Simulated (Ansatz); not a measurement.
**Single-point calculation of SiO2**

The run: single-point calculation of SiO2 (12 atoms in the cell). Method and program: DFT LDA, scalar-relativistic, plane waves, PAW, no spin polarisation (Ansatz 0.2.0).

The structure derives from a Materials Project entry. Figures and captions count atoms from 1; the log counts them from 0 in places.

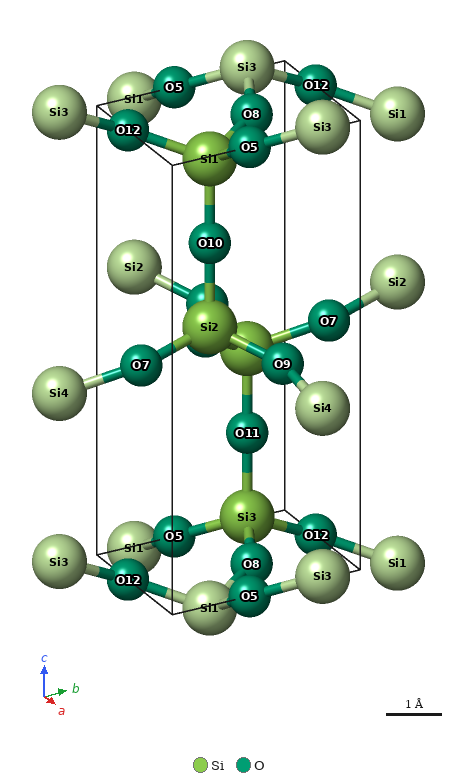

Figure 1. The input geometry (ball-and-stick view of the cell of the calculation, seen slightly off an axis; neighbours outside the cell are drawn fainter; atoms are numbered from 1 in the order of the input). An atom can appear more than once, as a periodic image. Near neighbours in the periodic cell (some may lie outside the picture): Si has 4 O at 1.60 to 1.61 Å; O has 2 Si at 1.60 to 1.61 Å.

### Input
```yaml
crystal:
  lattice:
    - [5.0150050748, 0.0, 0.0]
    - [-2.5075025374, 4.3431217949, 0.0]
    - [0.0, 0.0, 8.5394404508]
  atoms:
    - { symbol: Si, position: [0.6666666667, 0.3333333333, 0.9370470907] }
    - { symbol: Si, position: [0.6666666667, 0.3333333333, 0.5629529093] }
    - { symbol: Si, position: [0.3333333333, 0.6666666667, 0.0629529093] }
    - { symbol: Si, position: [0.3333333333, 0.6666666667, 0.4370470907] }
    - { symbol: O, position: [0.0, 0.4120635801, 0.0] }
    - { symbol: O, position: [0.4120635801, 0.4120635801, 0.5] }
    - { symbol: O, position: [0.5879364199, 0.0, 0.5] }
    - { symbol: O, position: [0.5879364199, 0.5879364199, 0.0] }
    - { symbol: O, position: [0.0, 0.5879364199, 0.5] }
    - { symbol: O, position: [0.6666666667, 0.3333333333, 0.75] }
    - { symbol: O, position: [0.3333333333, 0.6666666667, 0.25] }
    - { symbol: O, position: [0.4120635801, 0.0, 0.0] }
basis:
  ecutwfc: 420
kpoints:
  mp_grid: { grid: [6, 6, 4] }
hamiltonian:
  xc: lda
scf:
  occupations: { method: gaussian, width: 0.05 }
output:
  forces: true
  stress: true
  eigenvalues: true
  write_density: true
  write_potential: true
  elf: true
  volumetric_format: npy
```

Run as:
```bash
ansatz run input.yaml --threads 2 --pin off --max-ram 5120MiB --backend cpu --events-out ev --progress --plain --runs-dir out
```

### What the program printed
```
Engine: ansatz 0.2.0, x86_64-unknown-linux-gnu
Pseudopotentials: kind: paw
Pseudopotential: Si, paw, valence charge 4, recommended cutoff 420 eV (normal), Si.paw.azcp
Pseudopotential: O, paw, valence charge 6, recommended cutoff 420 eV (normal), O.paw.azcp
Functional definition: SPW92
  exchange = slater_x
  correlation = pw_c
Crystal: 12 atoms, lattice volume = 185.996 Å³
Basis set: ecut = 420 eV, 3671 PW (Γ)
Bands: 44, of which v1, the nominal top of the filled ones, is band 32 counted from 1 (31 counted from 0)
Symmetry: 12 space group operations
Space group: P6322 (ITA 182), of the structure as read, at distance tolerance 5.7e-5 Å
k-points: 21 of 144 (time reversal used)
Non-local potential: Si, projectors of the file, l = 0: 2, l = 1: 2, l = 2: 2
Non-local potential: O, projectors of the file, l = 0: 2, l = 1: 2, l = 2: 1
PAW form: soft (Blöchl's): semilocal exchange-correlation on the pseudo side does not see the compensation charge
PAW frozen core: Si, regenerated for the run's functional, and the local potential with it (the file was generated under x = pbe(κ = 0.804, μ = 0.2195149727645171), c = pbe(β = 0.06672455060314922))
PAW frozen core: O, regenerated for the run's functional, and the local potential with it (the file was generated under x = pbe(κ = 0.804, μ = 0.2195149727645171), c = pbe(β = 0.06672455060314922))
PAW one-centre angular grid: Si, 110 points (default); XC on 64 Gauss nodes
PAW one-centre angular grid: O, 110 points (default); XC on 64 Gauss nodes
Initial density: superposition of atomic densities (neutral atoms: chi_scale 0, normalization atom), corrected by the library's trained network
Initial wavefunctions: pseudopotential atomic-orbital guess
Functional: x = slater, c = lda
SCF iter   1: F=—  HF=-6890.748103 eV  |F-HF|=—  |Δ(HF+E_count)|=         —  Δρ=1.20e-2  dr2=2.38e-1  ethr=1.77e-3  ⟨swp⟩=7.2  Hψ=4886  notcnv=0  defer=34
preconditioner: auto → Resta (q_TF=auto, 2.284 Å⁻¹)  ε∞=2.8  [insulator: Δε(μ)=5.237 eV  Ē_g=16.271 eV  σ=0.050 eV  W_gap=1.00  n_scr=36 (ndim 8)  ℏωp=21.8 eV  f_vac=0.278  D(μ)=0.00/eV (n_scr^D=0)  ε∞_Penn≈2.8]
SCF iter   2: F=—  HF=-6890.680478 eV  |F-HF|=—  |Δ(HF+E_count)|=   6.76e-2  Δρ=3.21e-3  dr2=5.90e-3  ethr=3.72e-4  ⟨swp⟩=2.6  Hψ=1773  notcnv=0  defer=92
SCF iter   3: F=—  HF=-6890.678694 eV  |F-HF|=—  |Δ(HF+E_count)|=   1.78e-3  Δρ=1.40e-3  dr2=1.93e-3  ethr=9.22e-6  ⟨swp⟩=2.8  Hψ=1552  notcnv=0  defer=92
SCF iter   4: F=—  HF=-6890.678173 eV  |F-HF|=—  |Δ(HF+E_count)|=   5.22e-4  Δρ=6.11e-4  dr2=4.00e-4  ethr=3.01e-6  ⟨swp⟩=1.0  Hψ=832  notcnv=0  defer=92
SCF iter   5: F=—  HF=-6890.678061 eV  |F-HF|=—  |Δ(HF+E_count)|=   1.11e-4  Δρ=1.33e-4  dr2=2.27e-5  ethr=6.25e-7  ⟨swp⟩=1.0  Hψ=832  notcnv=0  defer=92
SCF iter   6: F=—  HF=-6890.677965 eV  |F-HF|=—  |Δ(HF+E_count)|=   9.64e-5  Δρ=3.66e-5  dr2=1.85e-6  ethr=3.55e-8  ⟨swp⟩=2.0  Hψ=1294  notcnv=0  defer=92
SCF iter   7: F=-6890.677965 eV  HF=-6890.677965 eV  |F-HF|=4.07e-8  |Δ(HF+E_count)|=   1.76e-7  Δρ=5.93e-6  dr2=4.67e-8  ethr=1.56e-10  ⟨swp⟩=15.4  Hψ=7566  notcnv=0
SCF 1 converged in 7 iterations: F = -6890.677965 eV  dr2 = 4.67e-8
  greatest PAW one-centre occupation: 0.857 electrons in one spin orbital (limit 2), on the O atom at site 7 (counted from 0), in its partial waves of l = 0
SCF converged after 7 iterations
Free energy (F): -6890.677965 eV
Harris-Foulkes:  -6890.677965 eV  (|F-HF|=4.07e-8)
Internal energy: -6890.677965 eV  (E = F + TS)
E sigma→0 (E₀):  -6890.677965 eV
Fermi energy:    3.191968 eV
--- Per-component energies (eV) ---
  E_band       = -414.866433
  E_kinetic    = 1604.002946
  E_local      = -4910.171910  (includes V_loc(G=0)·N_el)
  E_nonlocal   = 502.585049
  E_hartree    = 1823.519024
  E_xc         = -802.697036
  E_vxc        = -939.304183  (∫ρ·V_xc dr)
  E_paw        = -3133.106169  (= ΣΔE_a)
  E_vpaw       = -319.033188  (= ΣTr[D̂ρ^β])
  E_aug_tail   = 0.021407  (compensation charges beyond the density's cutoff)
  E_ewald      = -1975.943970
  E_core_change = 1.112695  (= ΣΔE_core)
  E_smearing   = -0.000000  (= −TS)
  E_closure    = -0.000000  (closes the sum)
  Σ components = -6890.677965   (vs F -6890.677965, Δ=0.00e0)
--- Forces (eV/Å), atoms counted from 1 ---
  atom   1  Si     0.00000000     0.00000000    -0.00002367
  atom   2  Si    -0.00000000     0.00000000     0.00002367
  atom   3  Si     0.00000000    -0.00000000     0.00002367
  atom   4  Si    -0.00000000    -0.00000000    -0.00002367
  atom   5  O      0.00033158    -0.00057431     0.00000000
  atom   6  O     -0.00033158    -0.00057431    -0.00000000
  atom   7  O      0.00066316     0.00000000    -0.00000000
  atom   8  O      0.00033158     0.00057431     0.00000000
  atom   9  O     -0.00033158     0.00057431     0.00000000
  atom  10  O     -0.00000000     0.00000000    -0.00000000
  atom  11  O      0.00000000    -0.00000000     0.00000000
  atom  12  O     -0.00066316     0.00000000     0.00000000
  max |Σ_I F_I| component: 4.50e-17 eV/Å
--- Stress (GPa, compression-positive) ---
       -0.031930       0.000000      -0.000000
        0.000000      -0.031930      -0.000000
       -0.000000      -0.000000      -0.020614
  P = ⅓ Tr σ = -0.0282 GPa (-0.282 kbar)
--- Band table (eV; the first three rows and the last of 21) ---
  k-point 0: bands = ["-18.7951", "-18.3807", "-17.3224", "-16.6351", "-16.6183", "-16.6183", "-16.6060", "-16.6060", "-9.3180", "-8.0306", "-6.1425", "-5.4090", "-5.3815", "-5.3815", "-5.1961", "-5.1961", "-2.6720", "-2.1887", "-2.1887", "-1.8309", "-1.8309", "-1.5789", "-1.4889", "-1.4889", "-1.4438", "-1.4438", "-0.3918", "-0.3607", "-0.3607", "-0.3356", "0.4203", "0.4203", "5.9003", "8.2319", "8.5497", "9.2382", "9.7399", "9.7399", "10.3512", "10.4394", "10.4394", "10.7683", "12.1836", "12.1836"]
  k-point 1: bands = ["-18.7502", "-18.4666", "-17.1991", "-16.7228", "-16.6180", "-16.6151", "-16.6093", "-16.6064", "-9.1658", "-8.2808", "-5.9706", "-5.4782", "-5.4198", "-5.2933", "-5.2876", "-5.1517", "-2.5249", "-2.1807", "-2.1251", "-1.9223", "-1.8958", "-1.7538", "-1.4805", "-1.4652", "-1.4493", "-1.4427", "-0.4022", "-0.3810", "-0.3423", "-0.0617", "0.1507", "0.4833", "6.1177", "7.4843", "9.2765", "9.4328", "9.4619", "9.8899", "10.2909", "10.2955", "10.5192", "11.0497", "11.7288", "12.1956"]
  k-point 2: bands = ["-18.6264", "-18.6264", "-16.9458", "-16.9458", "-16.6143", "-16.6143", "-16.6101", "-16.6101", "-8.7648", "-8.7648", "-5.6805", "-5.6805", "-5.3841", "-5.3841", "-5.1905", "-5.1905", "-2.1519", "-2.1519", "-2.0827", "-2.0827", "-2.0165", "-2.0165", "-1.4601", "-1.4601", "-1.4479", "-1.4479", "-0.3599", "-0.3599", "-0.1805", "-0.1805", "0.2897", "0.2897", "6.6944", "6.6944", "9.5306", "9.5306", "9.8637", "9.8637", "10.0544", "10.0544", "10.9251", "10.9251", "11.9153", "11.9153"]
  k-point 20: bands = ["-18.1004", "-18.1004", "-17.6069", "-17.6069", "-16.6632", "-16.6632", "-16.6471", "-16.6471", "-7.7867", "-7.7867", "-6.4859", "-6.4859", "-5.0038", "-5.0038", "-4.8036", "-4.8036", "-2.7192", "-2.7192", "-2.4522", "-2.4522", "-1.8698", "-1.8698", "-1.6807", "-1.6807", "-1.0029", "-1.0029", "-0.7804", "-0.7804", "-0.2511", "-0.2511", "-0.1013", "-0.1013", "8.9698", "8.9698", "9.1873", "9.1873", "9.2209", "9.2209", "10.5202", "10.5202", "10.7034", "10.7034", "11.1973", "11.1973"]
```

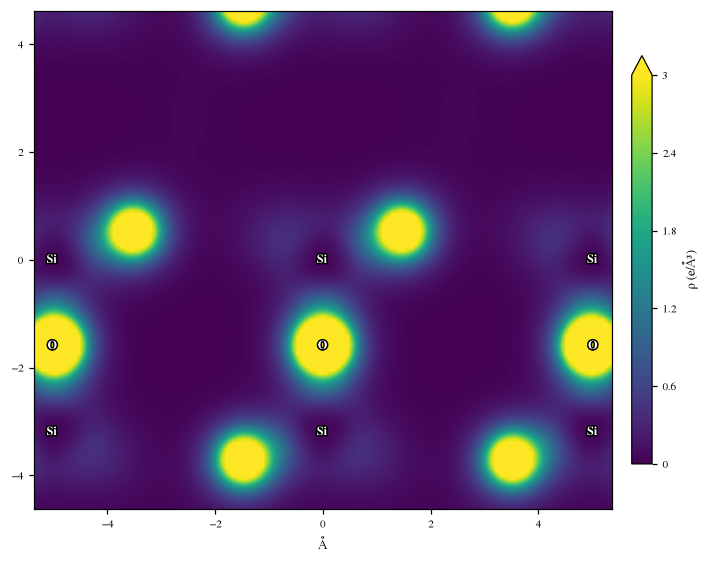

Figure 2. Valence charge density (pseudo) on the (100) plane of the conventional cell. Si–O (1.60 Å): the density is about 1.3 e/Å³ at the midpoint. The density dies away to nearly zero in the voids. In a PAW calculation such maps are meaningful between the atoms, not at the nuclei.

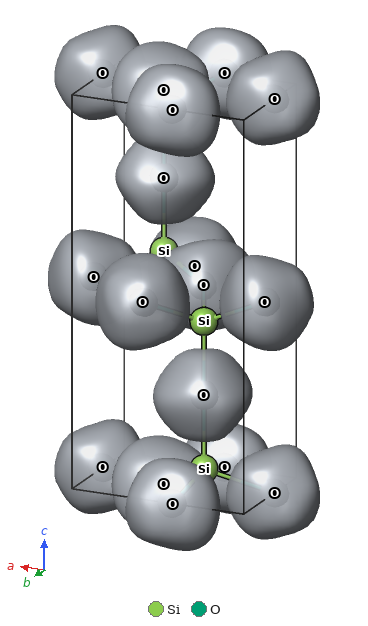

Figure 3. Isosurface of the electron localisation function at 0.6 (grey), seen at an oblique angle. Core shells and regions of very low density are left out. Sticks mark near contacts. The outline is the cell set on symmetry axes. Values along the shortest contacts:

### Summary

```json
{"quantity": "outcome", "value": "converged"}
{"quantity": "space group (tolerance 0.01 Å)", "value": "P6₃22 (182)"}
{"quantity": "electrons treated", "value": "64"}
{"quantity": "free energy", "value": "−6890.6780 eV"}
{"quantity": "Fermi energy", "value": "3.192 eV"}
{"quantity": "gap on the k-point mesh", "value": "5.42 eV"}
{"quantity": "pressure", "value": "−0.03 GPa"}
{"quantity": "largest force (length of the vector)", "value": "0.001 eV/Å"}
{"quantity": "hardware", "value": "2 threads of Intel Xeon @ 2.50GHz (Skylake/Cascade Lake), 189 GiB of memory available, shared host"}
{"quantity": "wall time", "value": "16 s (CPU time 31 s)"}
{"quantity": "peak memory", "value": "0.47 GiB"}
```
